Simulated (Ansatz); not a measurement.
## Single-point calculation, with input and output: Ta27N26 (part 1 of 3)

Ta27N26 (defect cell, 53 atoms in the cell), computed with DFT PBE, scalar-relativistic, plane waves, PAW, spin-polarised (Ansatz 0.2.0).

The structure derives from an entry of the Crystallography Open Database.

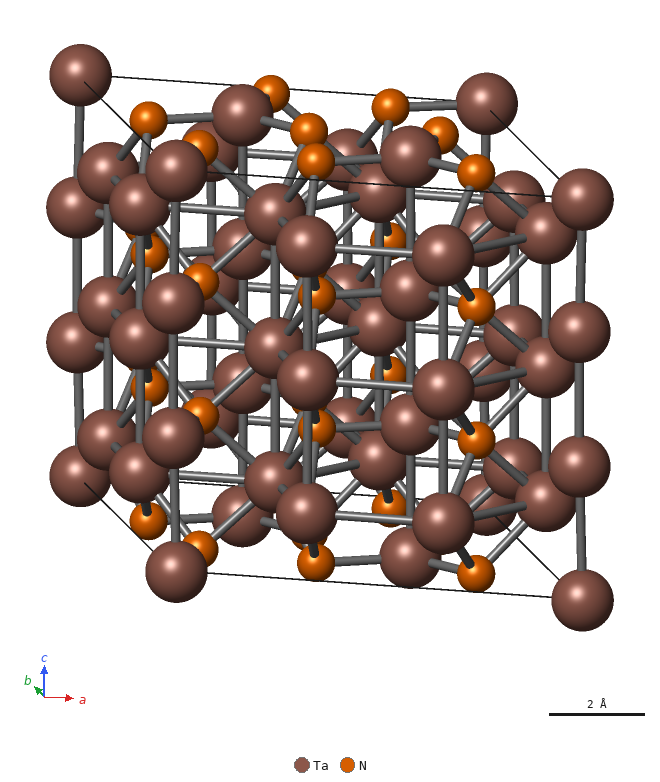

The structure (ball-and-stick view of the cell of the calculation, seen slightly off an axis). An atom can appear more than once, as a periodic image.

## Results in brief

- outcome: converged
- electrons treated: 481
- free energy: −278214.5464 eV
- Fermi energy: 19.442 eV
- gap on the k-point mesh: none (metallic)
- net moment of the cell: 0.00 μB
- integrated absolute moment: 0.00 μB
- largest force (length of the vector): 0.016 eV/Å
- hardware: 8 threads of Arm Neoverse V2, 24 GiB of memory available, shared host
- wall time: 4.5 min (CPU time 34 min)
- peak memory: 7.5 GiB

## Notes

Warnings of the run: some starting moments were not kept. Spin–orbit coupling is left out, which matters for Ta.

## The input
```yaml
crystal:
  lattice:
    - [7.794, 4.499868, 0.0]
    - [-7.794, 4.499868, 0.0]
    - [0.0, 0.0, 8.733]
  atoms:
    - { symbol: Ta, position: [0.3323793037, 0.3326843888, 0.1660938793] }
    - { symbol: Ta, position: [0.3327150451, 0.3339081422, 0.499811248] }
    - { symbol: Ta, position: [0.3323738766, 0.3326741528, 0.833521423] }
    - { symbol: Ta, position: [0.6676544488, 0.0006321357, 0.165845259] }
    - { symbol: Ta, position: [0.6678191895, 0.000178456, 0.499806874] }
    - { symbol: Ta, position: [0.6676509522, 0.0006217279, 0.8337631271] }
    - { symbol: Ta, position: [-7.30302e-05, 0.6684671514, 0.167207544], spin: 0.2 }
    - { symbol: Ta, position: [0.0002815771, 0.6661070482, 0.4997975752] }
    - { symbol: Ta, position: [-0.0001234114, 0.6684139638, 0.8323628949], spin: 0.2 }
    - { symbol: Ta, position: [0.3317885015, 1.0002933404, 0.167271693], spin: 0.2 }
    - { symbol: Ta, position: [0.3340727004, 0.9998942732, 0.4998123599] }
    - { symbol: Ta, position: [0.3317550226, 1.0002594354, 0.8323804166], spin: 0.2 }
    - { symbol: Ta, position: [0.6674937056, 0.6677990901, 0.1660847456] }
    - { symbol: Ta, position: [0.6662720911, 0.6674653029, 0.4997954256] }
    - { symbol: Ta, position: [0.6674807303, 0.6677921528, 0.8335088752] }
    - { symbol: Ta, position: [-0.0004321345, 0.332567762, 0.165847421] }
    - { symbol: Ta, position: [1.15289e-05, 0.3323811352, 0.4998048838] }
    - { symbol: Ta, position: [-0.0004263666, 0.332564038, 0.8337584628] }
    - { symbol: Ta, position: [0.0084159265, -0.0082725473, -0.0001963872], spin: 0.2 }
    - { symbol: Ta, position: [0.0020304562, -0.0018244701, 0.331750869] }
    - { symbol: Ta, position: [0.0020253984, -0.0018427061, 0.6678654528] }
    - { symbol: Ta, position: [0.3308611243, 0.6693239977, -0.0001998489] }
    - { symbol: Ta, position: [0.3324878065, 0.6676990671, 0.3324867895] }
    - { symbol: Ta, position: [0.3324885326, 0.6677011777, 0.6671176806] }
    - { symbol: Ta, position: [0.6654168996, 0.3347308434, -0.000187547] }
    - { symbol: Ta, position: [0.6660167211, 0.3341677946, 0.3329432048] }
    - { symbol: Ta, position: [0.6660174454, 0.3341611854, 0.6666647856] }
    - { symbol: "N", position: [0.1330062471, 0.8671948223, 0.3372986348] }
    - { symbol: "N", position: [0.1330022924, 0.867173732, 0.6623098607] }
    - { symbol: "N", position: [0.4636092238, 0.5365493547, -0.0001965584] }
    - { symbol: "N", position: [0.4635176999, 0.5366743265, 0.3327273878] }
    - { symbol: "N", position: [0.4635164298, 0.5366662746, 0.6668885262] }
    - { symbol: "N", position: [0.7965218432, 0.2036829557, -0.0001943083] }
    - { symbol: "N", position: [0.7973883622, 0.2028241932, 0.3330616884] }
    - { symbol: "N", position: [0.7973886788, 0.2028105618, 0.6665461501] }
    - { symbol: "N", position: [0.4013651986, 0.1999949871, -0.0001868903] }
    - { symbol: "N", position: [0.404351421, 0.2030862765, 0.33396787] }
    - { symbol: "N", position: [0.4043502509, 0.2030660434, 0.6656679278] }
    - { symbol: "N", position: [0.743997164, 0.8729297685, -0.0001923279] }
    - { symbol: "N", position: [0.7395413719, 0.8698063158, 0.3327413926] }
    - { symbol: "N", position: [0.7395314589, 0.8698028181, 0.6668661528] }
    - { symbol: "N", position: [0.0687090305, 0.5373933786, -0.0002016681] }
    - { symbol: "N", position: [0.0704583383, 0.534250781, 0.3332876396] }
    - { symbol: "N", position: [0.0704661663, 0.5342372854, 0.666304701] }
    - { symbol: "N", position: [0.1272616379, 0.2561968224, -0.0001933601] }
    - { symbol: "N", position: [0.1303801989, 0.2606591259, 0.3327308675] }
    - { symbol: "N", position: [0.1303777088, 0.2606475755, 0.6668775699] }
    - { symbol: "N", position: [0.462811715, 0.931470375, -0.0001858463] }
    - { symbol: "N", position: [0.4659666609, 0.9297370689, 0.3333017677] }
    - { symbol: "N", position: [0.4659504147, 0.9297350653, 0.6663210435] }
    - { symbol: "N", position: [0.8001319706, 0.5987634519, -0.0002065423] }
    - { symbol: "N", position: [0.7971266933, 0.5958392116, 0.3339169355] }
    - { symbol: "N", position: [0.7971036012, 0.5958347904, 0.6656612163] }
magnetization:
  spin_polarized: true
basis:
  ecutwfc: 420
  fft_grid_basis: typed
kpoints:
  mp_grid: { grid: [3, 3, 2] }
hamiltonian:
  xc: pbe
  pseudopotentials: { kind: paw }
scf:
  occupations: { method: gaussian, width: 0.05 }
output:
  forces: true
  stress: false
  eigenvalues: true
  bader: true
  write_density: true
  volumetric_format: npy
  populations: true
```

Command:
```bash
ansatz run input.yaml --threads 8 --pin off --max-ram 16384MiB --backend cpu --events-out ev --progress --plain --runs-dir out
```

## Log
```
Engine: ansatz 0.2.0, aarch64-unknown-linux-gnu
Pseudopotentials: kind: paw
Pseudopotential: Ta, paw, valence charge 13, recommended cutoff 420 eV (normal), Ta.paw.azcp
Pseudopotential: N, paw, valence charge 5, recommended cutoff 420 eV (normal), N.paw.azcp
Functional definition: PBE
  parameter kappa = 0.804
  parameter beta = 0.06672455060314922
  exchange = pbe_x(kappa = kappa, mu = beta*pi^2/3)
  correlation = pbe_c(beta = beta)
Crystal: 53 atoms, lattice volume = 612.567 Å³
Basis set: ecut = 420 eV, 11897 PW (Γ), exchange–correlation on 128×128×120 points (8 copies of the dense FFT grid, shifted against one another)
Bands: 294, of which v1, the nominal top of the filled ones, is band 241 counted from 1 (240 counted from 0)
Symmetry: 1 space group operations
Space group: P1 (ITA 1), of the structure as read, at distance tolerance 8.5e-5 Å
Magnetic group: BNS 1.1 (UNI 1), of the structure as read, at distance tolerance 8.5e-5 Å
k-points: 10 of 18 (time reversal used)
Non-local potential: Ta, projectors of the file, l = 0: 3, l = 1: 2, l = 2: 2, l = 3: 1
Non-local potential: N, projectors of the file, l = 0: 2, l = 1: 2, l = 2: 1
PAW form: soft (Blöchl's): semilocal exchange-correlation on the pseudo side does not see the compensation charge
PAW one-centre angular grid: Ta, 590 points (default); XC on 64 Gauss nodes
PAW one-centre angular grid: N, 110 points (default); XC on 64 Gauss nodes
Initial density: superposition of atomic densities (chi_scale 0.1, normalization cell, long waves kept (reshape's long-wave potential 0.22 eV rms))
Starting moments: Σ|m| = 1 μB on 5 of 53 sites
Initial wavefunctions: pseudopotential atomic-orbital guess
Functional: x = pbe(κ = 0.804, μ = 0.2195149727645171), c = pbe(β = 0.06672455060314922)
SCF iter   1: F=—  HF=-278222.240212 eV  |F-HF|=—  |Δ(HF+E_count)|=         —  Δρ=3.48e-2 (↑3.47e-2 ↓3.48e-2)  dr2=4.79e1  dr2_m=2.16e-2  M=0.125 μB ∫|m|=0.211 μB  β_m=0.30  ethr=3.10e-3  ⟨swp⟩=5.8  Hψ=21693  notcnv=0  defer=356
Mixer restart at iter 1: flushing history
preconditioner: auto → Kerker (q_TF=auto, 2.621 Å⁻¹)  [metal: Δε(μ)=0.012 eV  Ē_g=9.773 eV  σ=0.050 eV  W_gap=0.13  n_scr=198 (ndim 8)  ℏωp=24.4 eV  f_vac=0.000  D(μ)=11.53/eV (n_scr^D=70)]
spin=Collinear: Kerker preconditioning applied to the charge; magnetization (m = ρ↑ − ρ↓) channel mixes plain (no charge-response kernel on spin).
SCF iter   2: F=—  HF=-278216.994780 eV  |F-HF|=—  |Δ(HF+E_count)|=    5.25e0  Δρ=2.24e-2 (↑2.22e-2 ↓2.24e-2)  dr2=2.13e1  dr2_m=1.12e-2  M=0.104 μB ∫|m|=0.183 μB  β_m=0.51  ethr=3.10e-3  ⟨swp⟩=2.0  Hψ=8916  notcnv=0  defer=907
SCF iter   3: F=—  HF=-278214.848968 eV  |F-HF|=—  |Δ(HF+E_count)|=    2.15e0  Δρ=8.10e-3 (↑7.97e-3 ↓8.10e-3)  dr2=3.40e0  dr2_m=8.41e-4  M=0.085 μB ∫|m|=0.121 μB  β_m=0.69  ethr=3.10e-3  ⟨swp⟩=2.8  Hψ=8175  notcnv=0  defer=920
SCF iter   4: F=—  HF=-278214.488205 eV  |F-HF|=—  |Δ(HF+E_count)|=   3.61e-1  Δρ=1.86e-3 (↑1.86e-3 ↓1.84e-3)  dr2=1.73e-1  dr2_m=1.26e-5  M=0.062 μB ∫|m|=0.073 μB  β_m=0.83  ethr=7.07e-4  ⟨swp⟩=2.7  Hψ=7517  notcnv=0  defer=916
SCF iter   5: F=—  HF=-278214.549296 eV  |F-HF|=—  |Δ(HF+E_count)|=   6.11e-2  Δρ=9.13e-4 (↑9.13e-4 ↓8.89e-4)  dr2=3.72e-2  dr2_m=4.52e-6  M=0.049 μB ∫|m|=0.057 μB  β_m=0.92  ethr=3.60e-5  ⟨swp⟩=2.0  Hψ=8808  notcnv=0  defer=916
SCF iter   6: F=—  HF=-278214.545371 eV  |F-HF|=—  |Δ(HF+E_count)|=   3.92e-3  Δρ=3.28e-4 (↑3.25e-4 ↓3.28e-4)  dr2=6.33e-3  dr2_m=2.19e-6  M=0.041 μB ∫|m|=0.047 μB  β_m=0.89  ethr=7.74e-6  ⟨swp⟩=2.0  Hψ=7972  notcnv=0  defer=916
SCF iter   7: F=—  HF=-278214.546335 eV  |F-HF|=—  |Δ(HF+E_count)|=   9.64e-4  Δρ=1.77e-4 (↑1.62e-4 ↓1.77e-4)  dr2=2.53e-3  dr2_m=1.44e-6  M=0.035 μB ∫|m|=0.041 μB  β_m=0.93  ethr=1.32e-6  ⟨swp⟩=2.0  Hψ=8429  notcnv=0  defer=916
SCF iter   8: F=—  HF=-278214.546415 eV  |F-HF|=—  |Δ(HF+E_count)|=   8.03e-5  Δρ=8.35e-5 (↑7.59e-5 ↓8.35e-5)  dr2=4.48e-4  dr2_m=1.19e-6  M=0.031 μB ∫|m|=0.036 μB  β_m=0.94  ethr=5.25e-7  ⟨swp⟩=2.0  Hψ=7893  notcnv=0  defer=916
SCF iter   9: F=—  HF=-278214.546374 eV  |F-HF|=—  |Δ(HF+E_count)|=   4.11e-5  Δρ=2.80e-5 (↑2.80e-5 ↓1.94e-5)  dr2=2.45e-5  dr2_m=8.76e-7  M=0.026 μB ∫|m|=0.030 μB  β_m=0.97  ethr=9.30e-8  ⟨swp⟩=2.0  Hψ=7887  notcnv=0  defer=916
SCF iter  10: F=—  HF=-278214.546413 eV  |F-HF|=—  |Δ(HF+E_count)|=   3.86e-5  Δρ=1.47e-5 (↑1.47e-5 ↓1.24e-5)  dr2=3.97e-6  dr2_m=6.45e-7  M=0.023 μB ∫|m|=0.026 μB  β_m=0.98  ethr=5.10e-9  ⟨swp⟩=2.0  Hψ=8597  notcnv=0  defer=916
SCF iter  11: F=—  HF=-278214.546414 eV  |F-HF|=—  |Δ(HF+E_count)|=   1.59e-6  Δρ=1.08e-5 (↑9.38e-6 ↓1.08e-5)  dr2=6.73e-7  dr2_m=4.66e-7  M=0.019 μB ∫|m|=0.022 μB  β_m=0.99  ethr=8.26e-10  ⟨swp⟩=2.0  Hψ=9311  notcnv=0  defer=916
SCF iter  12: F=—  HF=-278214.546416 eV  |F-HF|=—  |Δ(HF+E_count)|=   1.58e-6  Δρ=8.36e-6 (↑7.17e-6 ↓8.36e-6)  dr2=3.65e-7  dr2_m=3.00e-7  M=0.015 μB ∫|m|=0.018 μB  β_m=1.00  ethr=1.40e-10  ⟨swp⟩=3.0  Hψ=10876  notcnv=0  defer=916
SCF iter  13: F=—  HF=-278214.546418 eV  |F-HF|=—  |Δ(HF+E_count)|=   1.53e-6  Δρ=6.45e-6 (↑6.45e-6 ↓4.32e-6)  dr2=2.69e-7  dr2_m=1.51e-7  M=0.011 μB ∫|m|=0.012 μB  β_m=1.00  ethr=7.59e-11  ⟨swp⟩=3.0  Hψ=11506  notcnv=0  defer=916
SCF iter  14: F=—  HF=-278214.546418 eV  |F-HF|=—  |Δ(HF+E_count)|=   4.84e-7  Δρ=4.34e-6 (↑4.34e-6 ↓4.33e-6)  dr2=5.30e-8  dr2_m=9.95e-8  M=0.009 μB ∫|m|=0.010 μB  β_m=1.00  ethr=5.59e-11  ⟨swp⟩=2.8  Hψ=10607  notcnv=0  defer=916
SCF iter  15: F=—  HF=-278214.546419 eV  |F-HF|=—  |Δ(HF+E_count)|=   9.35e-7  Δρ=1.99e-6 (↑1.30e-6 ↓1.99e-6)  dr2=8.41e-8  dr2_m=8.51e-9  M=0.003 μB ∫|m|=0.003 μB  β_m=1.00  ethr=1.10e-11  ⟨swp⟩=4.0  Hψ=14840  notcnv=0  defer=916
SCF iter  16: F=—  HF=-278214.546419 eV  |F-HF|=—  |Δ(HF+E_count)|=   7.15e-8  Δρ=6.75e-7 (↑6.15e-7 ↓6.75e-7)  dr2=1.35e-8  dr2_m=5.91e-10  M=0.001 μB ∫|m|=0.001 μB  β_m=1.00  ethr=1.10e-11  ⟨swp⟩=3.1  Hψ=11691  notcnv=0  defer=916
SCF iter  17: F=-278214.546419 eV  HF=-278214.546419 eV  |F-HF|=5.24e-9  |Δ(HF+E_count)|=   4.42e-9  Δρ=3.68e-7 (↑3.68e-7 ↓3.43e-7)  dr2=6.25e-9  dr2_m=1.18e-11  M=0.000 μB ∫|m|=0.000 μB  ethr=2.81e-12  ⟨swp⟩=10.8  Hψ=27848  notcnv=0
SCF 1 converged in 17 iterations: F = -278214.546419 eV  dr2 = 6.25e-9
  greatest PAW one-centre occupation: 1.000 electrons in one spin orbital (limit 2), on the Ta atom at site 25 (counted from 0), in its partial waves of l = 0
```

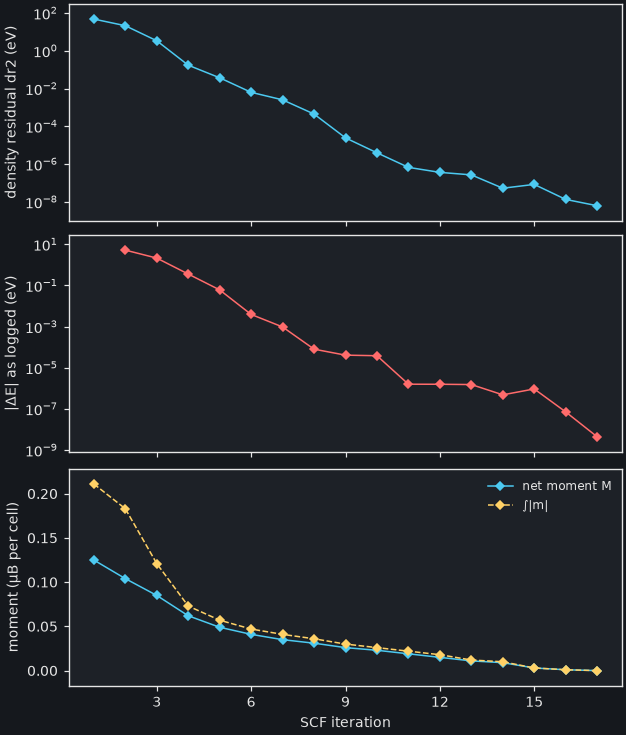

Convergence of the self-consistent field: density residual dr2, size of the energy change and magnetic moment against the SCF iteration. The residual falls almost steadily, with no more than small rises. The net moment goes from 0.1 to 0.0 μB per cell, and ∫|m| falls to zero.

```
WARN: the starting moments were not kept: the SCF closed with an absolute magnetisation of 1.3e-4 μB, where they sum to 1 μB in size (5 sites). That is at most 0.1 of that sum. Measured as dr2_m measures the in/out step, that magnetisation stands 7.0e-10 eV from none, at or under the dr2_threshold of 1.0e-7 eV: it is no larger than a step whose dr2_m would equal this threshold. The system may hold no moment; this SCF shows only that its start led to no more than that. To try another start: raise the starting moments (crystal.atoms[].spin, magnetization.per_species, magnetization.initial_magnetization, or on a non-collinear deck that types none of these the spinor_matrix: blocks that start its atoms; where the total moment is fixed, keep their sum and leave initial_magnetization as it is; typed ones take the place of any that the run laid by itself, positive ones on a crystal's lanthanoids without a Hubbard term where scf.initial_density.shell_occupations: [] is typed) or, if the notice of its spin-set hold's release reads "site moments contracting" or "site moments show no strong build", lengthen the hold (scf.mixing.spin_hold: { on: { confirm: 4 } }; for m-r²SCAN on two components see the key's manual first). Each may lead to a state that holds a moment. A second SCF, from the converged charge density, with the starting moments and any scf.initial_density.shell_occupations laid on it anew, would have followed, and was not run: the deck does not ask for one (magnetization.retry_lost_moments is false, the default). To let it run, set magnetization.retry_lost_moments: true and run the deck again, where that key's refused combinations let it; where memory then withholds it, that run's warning says so.
SCF converged after 17 iterations
Magnetization: 0.0001 μB (240.5001 up, 240.4999 down)
Absolute magnetization: 0.0001 μB (∫|ρ↑−ρ↓|, with the PAW one-centre terms)
Spin contamination: 0.0000 ħ² per cell (⟨S²⟩ above its minimum at these occupations)
Per-site moments (μB) at R_I (Å): [(4.948398059602821e-8, 0.8906169346388789), (4.511654002392373e-7, 0.8903207203242157), (4.8233044724274103e-8, 0.8906282706143575), (2.836361545818696e-7, 0.8911978679219603), (2.7968913340924335e-7, 0.8909165355592688), (2.8454616877582237e-7, 0.8912289037844284), (7.758357803377048e-6, 0.8881923835346184), (6.911604794766633e-7, 0.8802737948148347), (7.74829299107974e-6, 0.888128680185275), (7.761500595867993e-6, 0.8881219137940033), (6.915182187996611e-7, 0.8802461421397039), (7.773095338232304e-6, 0.8881296164843955), (4.956107311549587e-8, 0.8906143165852147), (4.5436154868834747e-7, 0.8903873388872674), (5.022400666140937e-8, 0.8906171028514154), (2.8413475934100027e-7, 0.8912001760371856), (2.8296944919690277e-7, 0.8909067958906336), (2.8526869477557607e-7, 0.8912242605567067), (5.071320856854134e-6, 0.8515697202480753), (-3.702989087606432e-7, 0.8424337779140484), (-3.7114296064699835e-7, 0.8424471668030328), (1.7816328572964128e-7, 0.8428134527248481), (1.1641534069411558e-7, 0.8424846716633193), (1.1774556033549189e-7, 0.8424627567446105), (1.3422255491427685e-6, 0.842827913456173), (7.387381176404938e-7, 0.8412690870157438), (7.372422782409239e-7, 0.8412747969390482), (-5.417501305641434e-9, 0.8424337779140484), (-6.005344829007339e-9, 0.8424471668030328), (5.731167393675454e-7, 0.8536622567101891), (2.493366296204283e-7, 0.8425126455440629), (2.4879060793965597e-7, 0.8425388590350978), (4.124026394913055e-8, 0.842827913456173), (1.0764511795741281e-7, 0.8446361819650821), (1.077365199567862e-7, 0.844657447284654), (1.0805381451672992e-6, 0.8489924316881298), (1.392786993132566e-7, 0.8412690870157438), (1.3796765240324633e-7, 0.8412747969390482), (8.281460899663485e-7, 0.8515697202480753), (3.943379276081085e-7, 0.8439840170057885), (3.939323811753345e-7, 0.8440005678389694), (1.7554353483506517e-7, 0.8428315065122899), (9.147629357029713e-7, 0.8424846716633193), (9.15224236873351e-7, 0.8424627567446105), (8.311639587165552e-7, 0.8517272181401369), (3.96085453486106e-7, 0.8439670017925035), (3.9626646110029073e-7, 0.8439886501280236), (1.769587932456104e-7, 0.8428134527248481), (9.153630343652375e-7, 0.8425133341450529), (9.1439729727457e-7, 0.8424992817467153), (1.0824211783433168e-6, 0.8489305624490588), (1.3743224995931448e-7, 0.8412880765765073), (1.3926703057978858e-7, 0.8412954591851526)]
Free energy (F): -278214.546419 eV
Harris-Foulkes:  -278214.546419 eV  (|F-HF|=5.24e-9)
Internal energy: -278214.527801 eV  (E = F + TS)
E sigma→0 (E₀):  -278214.537110 eV
Entropy (-TS):   -0.018618 eV (-0.351 meV/atom)
Fermi energy:    19.442048 eV
--- Per-component energies (eV) ---
  E_band       = -2068.643071
  E_kinetic    = 13347.405629
  E_local      = -18434.791890  (includes V_loc(G=0)·N_el)
  E_nonlocal   = 1575.529196
  E_hartree    = 6271.572356
  E_xc         = -7489.289470
  E_vxc        = -7534.940488  (∫ρ·V_xc dr)
  E_paw        = -230029.285014  (= ΣΔE_a)
  E_vpaw       = -3564.997876  (= ΣTr[D̂ρ^β])
  E_aug_tail   = 0.007561  (compensation charges beyond the density's cutoff)
  E_ewald      = -43455.676170
  E_smearing   = -0.018618  (= −TS)
  E_closure    = 0.000000  (closes the sum)
  Σ components = -278214.546419   (vs F -278214.546419, Δ=0.00e0)
```
